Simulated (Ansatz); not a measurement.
Run report: Ir16O, geometry relaxation (part 3 of 3)

Ir16O (slab, 17 atoms in the cell); DFT PBE+D3(BJ), scalar-relativistic, plane waves, PAW, no spin polarisation (Ansatz 0.2.0); cutoff 420 eV, 6×6×1 k-mesh, Gaussian smearing of 0.1 eV. The structure derives from an entry of the Crystallography Open Database. The input holds or restrains some coordinates. Forces given for the steps count only the free coordinates.

Geometry of the input (Å; fractional positions):
```
5.4314  0.0000  0.0000
-2.7157  4.7037  0.0000
0.0000  0.0000  25.6520
Ir 0.3333  0.1667  0.3314
Ir 0.3333  0.6667  0.3314
Ir 0.8333  0.1667  0.3314
Ir 0.8333  0.6667  0.3314
Ir 0.6667  0.3333  0.4178
Ir 0.6667  0.8333  0.4178
Ir 0.1667  0.3333  0.4178
Ir 0.1667  0.8333  0.4178
Ir 0.0000  0.5000  0.5030
Ir 0.0000  0.0000  0.5030
Ir 0.5000  0.5000  0.5030
Ir 0.5000  0.0000  0.5030
Ir 0.3333  0.6667  0.5883
Ir 0.3333  0.1667  0.5883
Ir 0.8333  0.6667  0.5883
Ir 0.8333  0.1667  0.5883
O  0.0000  0.5000  0.6413
```

**Output, continued**
```
  k-point 2: bands = ["-87.5034", "-87.4815", "-87.4734", "-87.4228", "-87.4073", "-87.3955", "-87.3900", "-87.3238", "-87.2895", "-87.2655", "-87.2597", "-86.8447", "-86.8218", "-86.8098", "-86.8051", "-86.6640", "-44.7227", "-44.6490", "-44.6319", "-44.6118", "-44.5935", "-44.5869", "-44.5618", "-44.5469", "-44.4424", "-44.4269", "-44.3883", "-44.3478", "-44.3439", "-44.3211", "-44.3089", "-44.2876", "-44.2289", "-44.2164", "-44.1943", "-44.1856", "-44.1778", "-44.1643", "-44.1617", "-44.1292",
      "-44.1289", "-44.1062", "-44.0784", "-44.0596", "-43.9824", "-43.9664", "-43.9524", "-43.9441", "-43.9108", "-43.8849", "-43.8442", "-43.8200", "-43.6754", "-43.6751", "-43.6070", "-43.5863", "-43.5765", "-43.5648", "-43.5576", "-43.5435", "-43.5379", "-43.5228", "-43.4927", "-43.4285", "-14.4783", "-4.1073", "-2.7616", "-2.4515", "-2.0467", "-1.7764", "-1.6779", "-1.6307", "-1.5112", "-1.4425", "-1.4411", "-1.3569", "-1.1513", "-1.1017", "-1.0205", "-0.8975",
      "-0.8561", "-0.7063", "-0.4508", "-0.4021", "-0.0448", "0.0099", "0.1345", "0.2615", "0.2939", "0.4536", "0.5644", "0.6350", "0.8899", "0.9653", "1.1215", "1.2327", "1.3564", "1.4258", "1.4715", "1.6306", "1.7079", "1.7436", "1.8406", "1.9522", "1.9805", "2.0012", "2.1048", "2.1676", "2.2217", "2.3756", "2.3990", "2.4564", "2.5361", "2.6602", "2.9012", "3.0937", "3.2084", "3.2335", "3.2402", "3.2983",
      "3.3718", "3.4306", "3.4566", "3.5584", "3.6608", "3.7312", "3.9945", "4.1050", "4.3662", "4.4121", "4.4900", "4.6922", "4.7259", "4.7652", "4.8267", "4.8739", "5.0486", "5.1489", "5.1946", "5.3793", "5.5106", "5.5374", "5.6371", "5.7252", "5.7774", "6.0668", "6.1903", "6.2627", "6.3342", "6.4323", "6.5872", "6.7083", "6.7966", "7.4798", "7.6958", "8.2652", "8.3924", "8.7929", "8.9156", "9.2371",
      "9.5431", "9.8610", "10.4527", "11.4334", "11.5486", "11.7377", "11.7796"]
  k-point 6: bands = ["-87.4914", "-87.4908", "-87.4754", "-87.4203", "-87.4048", "-87.3995", "-87.3913", "-87.3244", "-87.2849", "-87.2699", "-87.2598", "-86.8365", "-86.8213", "-86.8213", "-86.8023", "-86.6641", "-44.6515", "-44.5824", "-44.5720", "-44.5675", "-44.5402", "-44.5334", "-44.5026", "-44.5015", "-44.4618", "-44.4571", "-44.4407", "-44.3895", "-44.3615", "-44.3333", "-44.3112", "-44.2826", "-44.2519", "-44.2470", "-44.2122", "-44.2010", "-44.1788", "-44.1788", "-44.1634", "-44.1610",
      "-44.1163", "-44.1106", "-44.0719", "-44.0663", "-44.0390", "-44.0219", "-43.9050", "-43.8692", "-43.8552", "-43.8496", "-43.8302", "-43.7925", "-43.7898", "-43.7898", "-43.5827", "-43.5788", "-43.5787", "-43.5703", "-43.5687", "-43.5686", "-43.5536", "-43.5522", "-43.5351", "-43.4277", "-14.4631", "-2.7186", "-2.5322", "-2.4969", "-2.0138", "-1.5417", "-1.4919", "-1.1364", "-1.0211", "-1.0006", "-0.6829", "-0.6668", "-0.6033", "-0.5279", "-0.4796", "-0.4098",
      "-0.3709", "-0.3083", "-0.2284", "0.0139", "0.0291", "0.0482", "0.1000", "0.2596", "0.3017", "0.4151", "0.4372", "0.4688", "0.5272", "0.5741", "0.6259", "0.8980", "0.9180", "1.0504", "1.1279", "1.2544", "1.4384", "1.4407", "1.4414", "1.4667", "1.5276", "1.5874", "1.6777", "1.7182", "1.7889", "1.8532", "2.3123", "2.4801", "2.5056", "2.5370", "2.6069", "2.6802", "2.6943", "2.7444", "2.9313", "3.2677",
      "3.3231", "3.3945", "3.4493", "3.4601", "3.5297", "3.6720", "4.0345", "4.0467", "4.0754", "4.2008", "4.2843", "4.5830", "4.6286", "4.7337", "4.8512", "4.9587", "5.1153", "5.1710", "5.1871", "5.2141", "5.2932", "5.4001", "5.5953", "5.6130", "5.6499", "5.6514", "5.7960", "5.8326", "5.8360", "5.9121", "5.9974", "6.0525", "6.5265", "6.5940", "7.0264", "7.1471", "7.9050", "9.0835", "9.3847", "9.5853",
      "11.0466", "11.1404", "11.1903", "11.4302", "11.5113", "11.7810", "12.2300"]
--- Relaxed structure (5 steps of the walk, 5 accepted, 0 SCFs on fresh bases) ---
  F+E_penalty+E_count = -191533.06685255 eV   max|allowed force component| = 2.254e-2 eV/Å
  atoms:
    - { symbol: Ir, position: [0.33333333333333337, 0.1666666666666666, 0.331357893] }
    - { symbol: Ir, position: [0.3333333333333334, 0.6666666666666666, 0.331357893] }
    - { symbol: Ir, position: [0.8333333333333331, 0.16666666666666663, 0.331357893] }
    - { symbol: Ir, position: [0.8333333333333333, 0.6666666666666666, 0.331357893] }
    - { symbol: Ir, position: [0.6666666666666666, 0.3333333333333332, 0.41779711] }
    - { symbol: Ir, position: [0.6666666666666667, 0.8333333333333331, 0.41779711] }
    - { symbol: Ir, position: [0.1666666666666667, 0.3333333333333332, 0.41779711] }
    - { symbol: Ir, position: [0.1666666666666667, 0.8333333333333331, 0.41779711] }
    - { symbol: Ir, position: [1.1102230246251565e-16, 0.4999999999999999, 0.5020732530162026] }
    - { symbol: Ir, position: [-0.000608522630742154, -0.0003042613153711569, 0.5027300769402688] }
    - { symbol: Ir, position: [0.5003042613153712, 0.5006085226307423, 0.5027300769402688] }
    - { symbol: Ir, position: [0.5003042613153711, -0.00030426131537115726, 0.5027300769402688] }
    - { symbol: Ir, position: [0.34436907725823407, 0.6721845386291169, 0.5907405639330812] }
    - { symbol: Ir, position: [0.33333333333333337, 0.1666666666666666, 0.5873712317039032] }
    - { symbol: Ir, position: [0.8278154613708829, 0.6721845386291169, 0.5907405639330812] }
    - { symbol: Ir, position: [0.8278154613708828, 0.15563092274176593, 0.5907405639330812] }
    - { symbol: O, position: [1.1102230246251565e-16, 0.4999999999999999, 0.63920677311105] }
```

**Trajectory as extended XYZ (Å, eV, eV/Å), 5 frames, from step=1 to step=5**
```
17
Lattice="5.4314 0.0000 0.0000 -2.7157 4.7037 0.0000 0.0000 0.0000 25.6520" Properties=species:S:1:pos:R:3:forces:R:3 step=1 energy=-191532.94943
Ir    1.3578    0.7839    8.5000    0.0000   0.0000   0.3048
Ir    0.0000    3.1358    8.5000   -0.0481  -0.0278   0.2861
Ir    4.0735    0.7839    8.5000    0.0000   0.0556   0.2861
Ir    2.7157    3.1358    8.5000    0.0481  -0.0278   0.2861
Ir    2.7157    1.5679   10.7173    0.0828   0.0478  -0.4391
Ir    1.3578    3.9197   10.7173    0.0000   0.0000  -0.0670
Ir    0.0000    1.5679   10.7173   -0.0828   0.0478  -0.4391
Ir   -1.3578    3.9197   10.7173    0.0000  -0.0957  -0.4391
Ir   -1.3578    2.3518   12.9030    0.0000   0.0000  -1.0244
Ir    0.0000    0.0000   12.9030   -0.0601  -0.0347  -0.0457
Ir    1.3578    2.3518   12.9030    0.0000   0.0694  -0.0457
Ir    2.7157    0.0000   12.9030    0.0601  -0.0347  -0.0457
Ir    0.0000    3.1358   15.0911    0.2980   0.1721   0.7005
Ir    1.3578    0.7839   15.0911    0.0000   0.0000  -0.3896
Ir    2.7157    3.1358   15.0911   -0.2980   0.1721   0.7005
Ir    4.0735    0.7839   15.0911    0.0000  -0.3442   0.7005
O    -1.3578    2.3518   16.4511    0.0000   0.0000  -0.3291
17
Lattice="5.4314 0.0000 0.0000 -2.7157 4.7037 0.0000 0.0000 0.0000 25.6520" Properties=species:S:1:pos:R:3:forces:R:3 step=2 energy=-191532.99920
Ir    1.3578    0.7839    8.5000    0.0000   0.0000   0.3289
Ir    0.0000    3.1358    8.5000   -0.0680  -0.0393   0.3185
Ir    4.0735    0.7839    8.5000    0.0000   0.0785   0.3185
Ir    2.7157    3.1358    8.5000    0.0680  -0.0393   0.3185
Ir    2.7157    1.5679   10.7173   -0.0448  -0.0259  -0.2000
Ir    1.3578    3.9197   10.7173    0.0000   0.0000  -0.0102
Ir    0.0000    1.5679   10.7173    0.0448  -0.0259  -0.2000
Ir   -1.3578    3.9197   10.7173    0.0000   0.0518  -0.2000
Ir   -1.3578    2.3518   12.8684    0.0000   0.0000   0.5208
Ir   -0.0112   -0.0065   12.9269    0.1023   0.0591  -0.0787
Ir    1.3578    2.3648   12.9269    0.0000  -0.1182  -0.0787
Ir    2.7269   -0.0065   12.9269   -0.1023   0.0591  -0.0787
Ir    0.0201    3.1474   15.2072    0.0206   0.0119  -0.2237
Ir    1.3578    0.7839   15.0622    0.0000   0.0000   0.3180
Ir    2.6956    3.1474   15.2072   -0.0206   0.0119  -0.2237
Ir    4.0735    0.7608   15.2072    0.0000  -0.0238  -0.2237
O    -1.3578    2.3518   16.5294    0.0000   0.0000  -0.6054
17
Lattice="5.4314 0.0000 0.0000 -2.7157 4.7037 0.0000 0.0000 0.0000 25.6520" Properties=species:S:1:pos:R:3:forces:R:3 step=3 energy=-191533.05276
Ir    1.3578    0.7839    8.5000    0.0000   0.0000   0.3315
Ir    0.0000    3.1358    8.5000   -0.0604  -0.0349   0.2911
Ir    4.0735    0.7839    8.5000    0.0000   0.0697   0.2911
Ir    2.7157    3.1358    8.5000    0.0604  -0.0349   0.2911
Ir    2.7157    1.5679   10.7173    0.0093   0.0054  -0.3275
Ir    1.3578    3.9197   10.7173    0.0000   0.0000  -0.0890
Ir    0.0000    1.5679   10.7173   -0.0093   0.0054  -0.3275
Ir   -1.3578    3.9197   10.7173    0.0000  -0.0108  -0.3275
Ir   -1.3578    2.3518   12.8772    0.0000   0.0000  -0.0050
Ir   -0.0063   -0.0037   12.9101    0.0454   0.0262  -0.0889
Ir    1.3578    2.3592   12.9101    0.0000  -0.0524  -0.0889
Ir    2.7220   -0.0037   12.9101   -0.0454   0.0262  -0.0889
Ir    0.0214    3.1481   15.1518    0.1505   0.0869   0.0689
Ir    1.3578    0.7839   15.0627    0.0000   0.0000   0.1062
Ir    2.6943    3.1481   15.1518   -0.1505   0.0869   0.0689
Ir    4.0735    0.7593   15.1518    0.0000  -0.1737   0.0689
O    -1.3578    2.3518   16.4496    0.0000   0.0000  -0.1763
17
Lattice="5.4314 0.0000 0.0000 -2.7157 4.7037 0.0000 0.0000 0.0000 25.6520" Properties=species:S:1:pos:R:3:forces:R:3 step=4 energy=-191533.06507
Ir    1.3578    0.7839    8.5000    0.0000   0.0000   0.3409
Ir    0.0000    3.1358    8.5000   -0.0500  -0.0289   0.2852
Ir    4.0735    0.7839    8.5000    0.0000   0.0577   0.2852
Ir    2.7157    3.1358    8.5000    0.0500  -0.0289   0.2852
Ir    2.7157    1.5679   10.7173    0.0124   0.0071  -0.3379
Ir    1.3578    3.9197   10.7173    0.0000   0.0000  -0.0816
Ir    0.0000    1.5679   10.7173   -0.0124   0.0071  -0.3379
Ir   -1.3578    3.9197   10.7173    0.0000  -0.0143  -0.3379
Ir   -1.3578    2.3518   12.8756    0.0000   0.0000   0.0588
Ir   -0.0035   -0.0020   12.9044    0.0130   0.0075  -0.0741
Ir    1.3578    2.3559   12.9044    0.0000  -0.0150  -0.0741
Ir    2.7192   -0.0020   12.9044   -0.0130   0.0075  -0.0741
Ir    0.0377    3.1576   15.1523    0.0285   0.0164   0.0424
Ir    1.3578    0.7839   15.0720    0.0000   0.0000  -0.0125
Ir    2.6780    3.1576   15.1523   -0.0285   0.0164   0.0424
Ir    4.0735    0.7404   15.1523    0.0000  -0.0329   0.0424
O    -1.3578    2.3518   16.4127    0.0000   0.0000  -0.0527
17
Lattice="5.4314 0.0000 0.0000 -2.7157 4.7037 0.0000 0.0000 0.0000 25.6520" Properties=species:S:1:pos:R:3:forces:R:3 step=5 energy=-191533.06685
Ir    1.3578    0.7839    8.5000    0.0000   0.0000   0.3452
Ir    0.0000    3.1358    8.5000   -0.0463  -0.0267   0.2774
Ir    4.0735    0.7839    8.5000    0.0000   0.0535   0.2774
Ir    2.7157    3.1358    8.5000    0.0463  -0.0267   0.2774
Ir    2.7157    1.5679   10.7173    0.0320   0.0185  -0.3636
Ir    1.3578    3.9197   10.7173    0.0000   0.0000  -0.1357
Ir    0.0000    1.5679   10.7173   -0.0320   0.0185  -0.3636
Ir   -1.3578    3.9197   10.7173    0.0000  -0.0370  -0.3636
Ir   -1.3578    2.3518   12.8792    0.0000   0.0000   0.0225
Ir   -0.0025   -0.0014   12.8960   -0.0069  -0.0040   0.0136
Ir    1.3578    2.3547   12.8960    0.0000   0.0079   0.0136
Ir    2.7182   -0.0014   12.8960    0.0069  -0.0040   0.0136
Ir    0.0450    3.1617   15.1537   -0.0062  -0.0036  -0.0045
Ir    1.3578    0.7839   15.0673    0.0000   0.0000  -0.0012
Ir    2.6707    3.1617   15.1537    0.0062  -0.0036  -0.0045
Ir    4.0735    0.7320   15.1537    0.0000   0.0071  -0.0045
O    -1.3578    2.3518   16.3969    0.0000   0.0000   0.0005
```

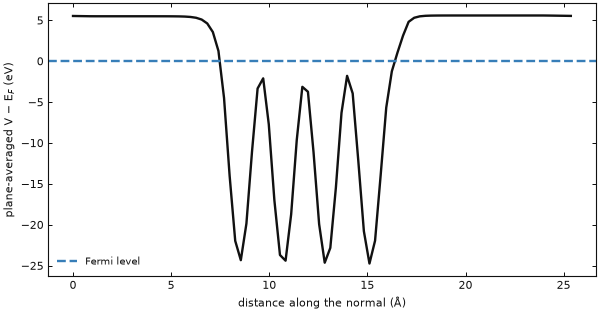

Figure 1. Plane average of the electrostatic potential energy of an electron across the cell, from the Fermi level. The vacuum level lies 5.57 eV above the Fermi level on the upper side and 5.47 eV on the lower.

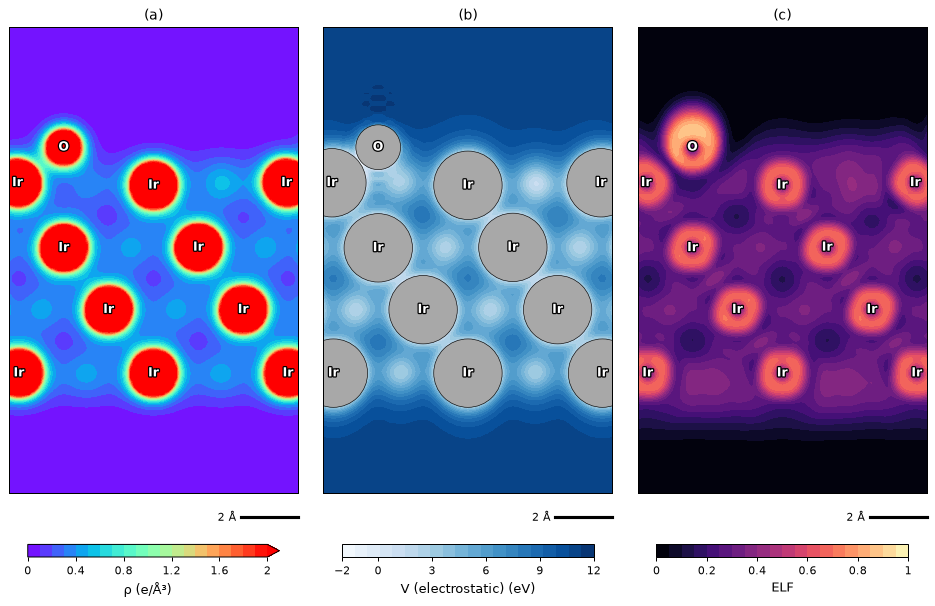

Figure 2. (a) valence charge density (pseudo); (b) electrostatic potential (local pseudopotential plus Hartree) felt by an electron; (c) electron localisation function on the (110) plane of the calculation cell, a cut from vacuum to vacuum. Grey discs, where drawn, cover atomic cores. Ir–O (2.04 Å): ρ is about 0.88 e/Å³ halfway; the ELF peaks at about 0.80 in the valence shell of O, 0.6 Å from its nucleus, and drops to about 0.20 between the two atoms (a polar contact without a shared pair, in a metal). The density dies away to nearly zero in the vacuum. The strong features right at Ir lie inside the PAW spheres (semicore, d or f shells) and say nothing about bonding. The fields are those of the smooth PAW valence density.

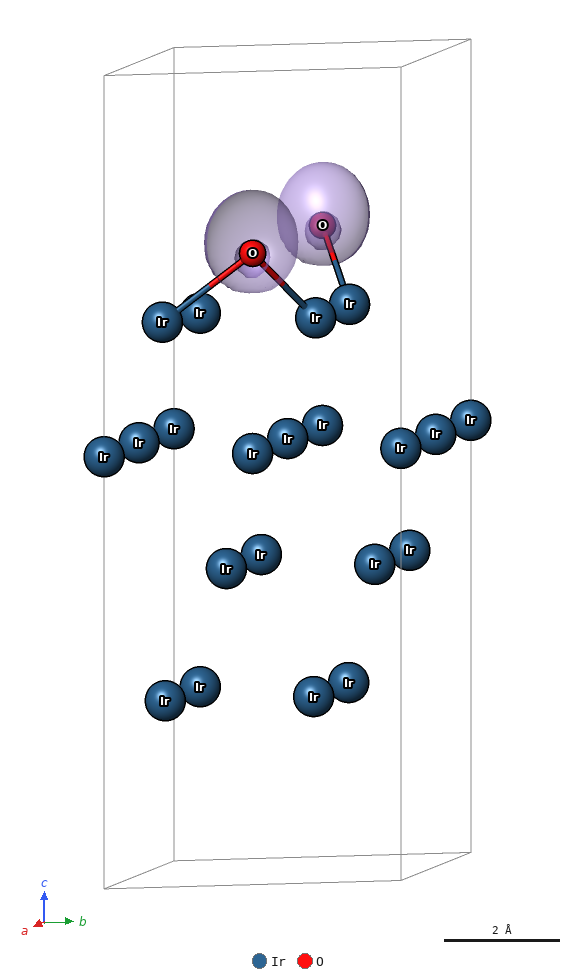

Figure 3. Isosurface of the electron localisation function at 0.65 (purple), seen at an oblique angle. Only the valence region is drawn (cores and ρ < 0.01 e/Å³ removed). Sticks mark near contacts. Values along the shortest contacts: Ir–O (2.04 Å): the ELF peaks at about 0.80 in the valence shell of O, 0.6 Å from its nucleus, and drops to about 0.20 between the two atoms (no shared pair; the contact is polar).

**Results in brief**

| quantity | value |
| --- | --- |
| outcome | converged under the restraints of the input |
| electrons treated | 278 |
| free energy | −191533.0669 eV |
| work function, top face | 5.57 eV |
| work function, bottom face | 5.47 eV |
| Fermi energy | 5.446 eV |
| gap on the k-point mesh | none (metallic) |
| final volume | 655.34 Å³ |
| work function (upper face) | 5.57 eV |
| largest force (length of the vector) at the end, held atoms and coordinates included | 0.365 eV/Å |
| hardware | 4 threads of Intel Xeon (Sapphire Rapids), 64 GiB of memory available, shared host |
| wall time | 77 s (CPU time 5 min) |
| peak memory | 2.4 GiB |

**Notes**

Warnings of the run: the exchange-correlation potential is rough where the density is thin. Spin–orbit coupling is left out, which matters for Ir.
